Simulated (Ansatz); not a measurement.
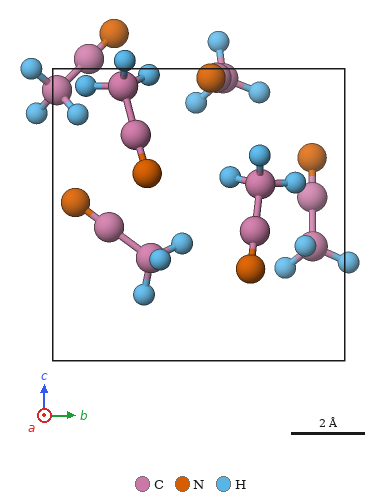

Starting frame of a dynamics run of a periodic cell with 6 CH3CN at 0.784 g/cm³. The picture is a ball-and-stick view of the simulation cell, seen along the a axis.

These are results of DFT PBE, scalar-relativistic, plane waves, PAW (Ansatz 0.2.0), not measurements.

The input:
```yaml
accuracy: low
crystal:
  lattice:
    - [8.051748, 0.0, 0.0]
    - [0.0, 8.051748, 0.0]
    - [0.0, 0.0, 8.051748]
  atoms:
    - { symbol: C, position: [0.75623257, 0.23727585, 0.93571556] }
    - { symbol: C, position: [0.81216139, 0.28066841, 0.76919134] }
    - { symbol: "N", position: [0.85734071, 0.3196471, 0.63704759] }
    - { symbol: H, position: [0.65876225, 0.32569271, 0.97438042] }
    - { symbol: H, position: [0.70676942, 0.11008922, 0.93671098] }
    - { symbol: H, position: [0.86121088, 0.24325614, 1.02295738] }
    - { symbol: C, position: [0.50824433, 0.33244749, 0.34791065] }
    - { symbol: C, position: [0.48238281, 0.18928112, 0.45322948] }
    - { symbol: "N", position: [0.46087631, 0.07433454, 0.53779499] }
    - { symbol: H, position: [0.64082208, 0.36389113, 0.34252354] }
    - { symbol: H, position: [0.46025827, 0.30880068, 0.22264032] }
    - { symbol: H, position: [0.43967761, 0.43923013, 0.3975935] }
    - { symbol: C, position: [0.12573072, 0.88597103, 0.38803754] }
    - { symbol: C, position: [0.06262878, 0.884473, 0.55603563] }
    - { symbol: "N", position: [0.01163182, 0.88390738, 0.69106852] }
    - { symbol: H, position: [0.10539546, 1.00888786, 0.3326799] }
    - { symbol: H, position: [0.25978191, 0.86103972, 0.38931898] }
    - { symbol: H, position: [0.05963104, 0.79202677, 0.31444656] }
    - { symbol: C, position: [0.09821621, 0.57964176, 0.96302702] }
    - { symbol: C, position: [0.27739333, 0.55655642, 0.96481626] }
    - { symbol: "N", position: [0.42129901, 0.53816282, 0.96396029] }
    - { symbol: H, position: [0.0424422, 0.4871479, 0.87912153] }
    - { symbol: H, position: [0.04530414, 0.56373901, 1.08802194] }
    - { symbol: H, position: [0.06676244, 0.70347951, 0.91455557] }
    - { symbol: C, position: [0.32667095, 0.01112112, -0.07783083] }
    - { symbol: C, position: [0.23244852, 0.12054358, 0.02909389] }
    - { symbol: "N", position: [0.15501956, 0.20667691, 0.11596983] }
    - { symbol: H, position: [0.40821433, 0.08213579, -0.16084296] }
    - { symbol: H, position: [0.40122549, -0.07654265, -0.00426769] }
    - { symbol: H, position: [0.23983152, -0.05847065, -0.15713756] }
    - { symbol: C, position: [0.64644302, 0.70673, 0.60104947] }
    - { symbol: C, position: [0.72434833, 0.6882115, 0.43998256] }
    - { symbol: "N", position: [0.78654839, 0.67343148, 0.31045591] }
    - { symbol: H, position: [0.7428364, 0.70496698, 0.6987286] }
    - { symbol: H, position: [0.57865602, 0.82647485, 0.6058427] }
    - { symbol: H, position: [0.5582389, 0.6037079, 0.62479443] }
basis:
  ecutwfc: 420.0
kpoints:
  mp_grid: { grid: [1, 1, 1] }
hamiltonian:
  xc: pbe
scf:
  occupations: { method: fermi_dirac, width: 0.05 }
  lower_state_search: "off"
md:
  timestep: 0.5
  n_steps: 300
  ensemble: nvt_langevin
  temperature: 400.0
  initial_velocities: maxwell_boltzmann
  seed: 447774
  friction: 0.02
```

Run as
```bash
ansatz run input.yaml --threads 1 --pin off --max-ram 3072MiB --backend cpu --events-out ev --progress --plain --runs-dir out
```

**Predict how the run goes.**

Over the second half the temperature averages 336 K (spread ±46 K). The potential energy in the second half lies on average 36.3 meV per atom above the first frame. In the second half of the run the atoms are, in the root-mean-square, this far from where they began (common drift taken out): H 0.70 Å, N 0.41 Å, C 0.33 Å. The heavy atoms stay within a fraction of a molecule's size of their starting places, while the hydrogen atoms travel further, as molecules turn; so short a run doesn't tell a liquid from a solid.

Along the run (each row but the first and the last is the mean over the interval that it begins):

```
time (fs)  potential energy (meV/atom)  T (K)
      0.0                          0.0    389
     15.0                         21.9    244
     30.0                         23.9    234
     45.0                         26.7    261
     60.0                         32.1    345
     75.0                         34.1    327
     90.0                         34.0    304
    105.0                         37.8    321
    120.0                         39.8    325
    135.0                         35.8    399
    150.0                         36.3    379
```

The paths of the atoms:

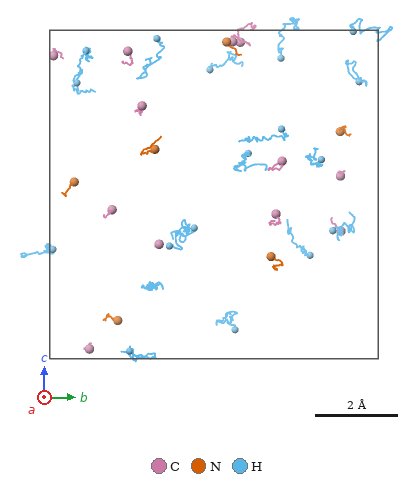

Limits of the set-up: the program's low-accuracy preset was used; the periodic images lie only 8.1 Å apart, so the values are limited by the cell's size.

The run took 14 min on 1 thread of Arm Neoverse V1 (shared host), peak memory 0.47 GiB.
